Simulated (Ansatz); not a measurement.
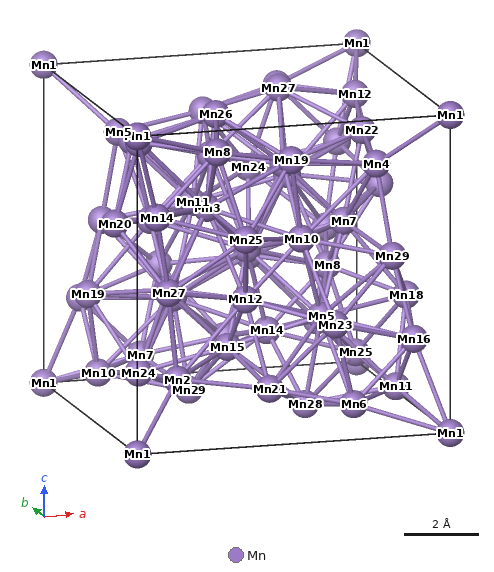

This is the input geometry for a relaxation of a crystal of Mn (built on the alpha type) (coarse preliminary run). Style: ball-and-stick. Shown: the conventional cell (2 times the calculation's cell), slightly off an axis. Lengths and directions refer to the drawn axes.

The calculation used DFT PBE, scalar-relativistic, plane waves, PAW (Ansatz 0.2.0).

Input file:
```yaml
crystal:
  lattice:
    - [-4.4555, 4.4555, 4.4555]
    - [4.4555, -4.4555, 4.4555]
    - [4.4555, 4.4555, -4.4555]
  atoms:
    - { symbol: Mn, position: [0.0, 0.0, 0.0], spin: 3.5 }
    - { symbol: Mn, position: [0.36426, 0.36426, 0.36426], spin: 3.5 }
    - { symbol: Mn, position: [0.0, 0.0, 0.63574], spin: 3.5 }
    - { symbol: Mn, position: [0.0, 0.63574, 0.0], spin: 3.5 }
    - { symbol: Mn, position: [0.63574, 0.0, 0.0], spin: 3.5 }
    - { symbol: Mn, position: [0.17916, 0.80764, 0.80764], spin: 3.5 }
    - { symbol: Mn, position: [0.0, 0.37152, 0.19236], spin: 3.5 }
    - { symbol: Mn, position: [0.0, 0.19236, 0.37152], spin: 3.5 }
    - { symbol: Mn, position: [0.82084, 0.62848, 0.62848], spin: 3.5 }
    - { symbol: Mn, position: [0.80764, 0.17916, 0.80764], spin: 3.5 }
    - { symbol: Mn, position: [0.37152, 0.0, 0.19236], spin: 3.5 }
    - { symbol: Mn, position: [0.62848, 0.82084, 0.62848], spin: 3.5 }
    - { symbol: Mn, position: [0.19236, 0.0, 0.37152], spin: 3.5 }
    - { symbol: Mn, position: [0.80764, 0.80764, 0.17916], spin: 3.5 }
    - { symbol: Mn, position: [0.62848, 0.62848, 0.82084], spin: 3.5 }
    - { symbol: Mn, position: [0.37152, 0.19236, 0.0], spin: 3.5 }
    - { symbol: Mn, position: [0.19236, 0.37152, 0.0], spin: 3.5 }
    - { symbol: Mn, position: [0.71412, 0.32249, 0.32249], spin: 3.5 }
    - { symbol: Mn, position: [0.0, 0.39163, 0.67751], spin: 3.5 }
    - { symbol: Mn, position: [0.0, 0.67751, 0.39163], spin: 3.5 }
    - { symbol: Mn, position: [0.28588, 0.60837, 0.60837], spin: 3.5 }
    - { symbol: Mn, position: [0.32249, 0.71412, 0.32249], spin: 3.5 }
    - { symbol: Mn, position: [0.39163, 0.0, 0.67751], spin: 3.5 }
    - { symbol: Mn, position: [0.60837, 0.28588, 0.60837], spin: 3.5 }
    - { symbol: Mn, position: [0.67751, 0.0, 0.39163], spin: 3.5 }
    - { symbol: Mn, position: [0.32249, 0.32249, 0.71412], spin: 3.5 }
    - { symbol: Mn, position: [0.60837, 0.60837, 0.28588], spin: 3.5 }
    - { symbol: Mn, position: [0.39163, 0.67751, 0.0], spin: 3.5 }
    - { symbol: Mn, position: [0.67751, 0.39163, 0.0], spin: 3.5 }
basis:
  ecutwfc: 600
  ecutrho_ratio: 5
kpoints:
  mp_grid: { grid: [4, 4, 4] }
hamiltonian:
  xc: pbe
scf:
  occupations: { method: gaussian, width: 0.05 }
output:
  forces: true
  stress: true
  eigenvalues: true
  populations: true
magnetization:
  spin_polarized: true
relax:
  f_tol: 0.03
  max_steps: 60
  cell: { stress_tol: 0.3 }
```

Question: Predict the outcome.

Answer: The largest moves relative to the cell, 0.035 Å, are those of Mn2, Mn3, Mn4 and Mn5. Mn5 goes along [1 −1 −1]. The drawn cell changes as follows: a = b = c 8.911 → 8.639 Å (−3.1 %); the volume changes by −8.9 %. Among the contacts that change: Mn2–Mn18 2.931 → 2.811 Å, Mn2–Mn12 2.895 → 2.787 Å, Mn10–Mn12 2.258 → 2.163 Å, Mn10–Mn24 2.349 → 2.257 Å. The space group stays I-43m (No. 217). The energy falls by 1.703 eV per cell of the calculation in 4 accepted moves (5 points after the start). Largest force component: 0.37 eV/Å at the start, 0.026 eV/Å at the end. The pressure goes from −13.43 to −0.03 GPa. The SCF was repeated once at an unchanged geometry on a basis and grid sized afresh for the cell, which shifted the energy by 3.1 meV per cell of the calculation at most. The program noted that the starting moments weren't kept.

The structure at the end:

```
CELL_PARAMETERS angstrom
-4.31940 4.31940 4.31940
4.31940 -4.31940 4.31940
4.31940 4.31940 -4.31940
ATOMIC_POSITIONS crystal
Mn 0.00000 0.00000 0.00000
Mn 0.36893 0.36893 0.36893
Mn 0.00000 0.00000 0.63107
Mn 0.00000 0.63107 0.00000
Mn 0.63107 0.00000 0.00000
Mn 0.17702 0.80471 0.80471
Mn 0.00000 0.37231 0.19529
Mn 0.00000 0.19529 0.37231
Mn 0.82298 0.62769 0.62769
Mn 0.80471 0.17702 0.80471
Mn 0.37231 0.00000 0.19529
Mn 0.62769 0.82298 0.62769
Mn 0.19529 0.00000 0.37231
Mn 0.80471 0.80471 0.17702
Mn 0.62769 0.62769 0.82298
Mn 0.37231 0.19529 0.00000
Mn 0.19529 0.37231 0.00000
Mn 0.71139 0.32283 0.32283
Mn 0.00000 0.38856 0.67717
Mn 0.00000 0.67717 0.38856
Mn 0.28861 0.61144 0.61144
Mn 0.32283 0.71139 0.32283
Mn 0.38856 0.00000 0.67717
Mn 0.61144 0.28861 0.61144
Mn 0.67717 0.00000 0.38856
Mn 0.32283 0.32283 0.71139
Mn 0.61144 0.61144 0.28861
Mn 0.38856 0.67717 0.00000
Mn 0.67717 0.38856 0.00000
```

After the run, drawn alike:

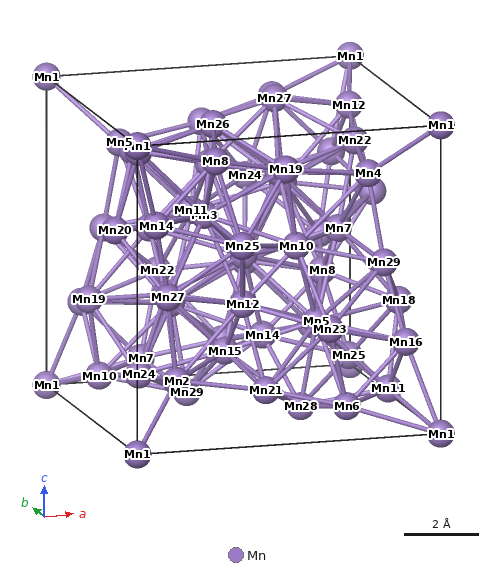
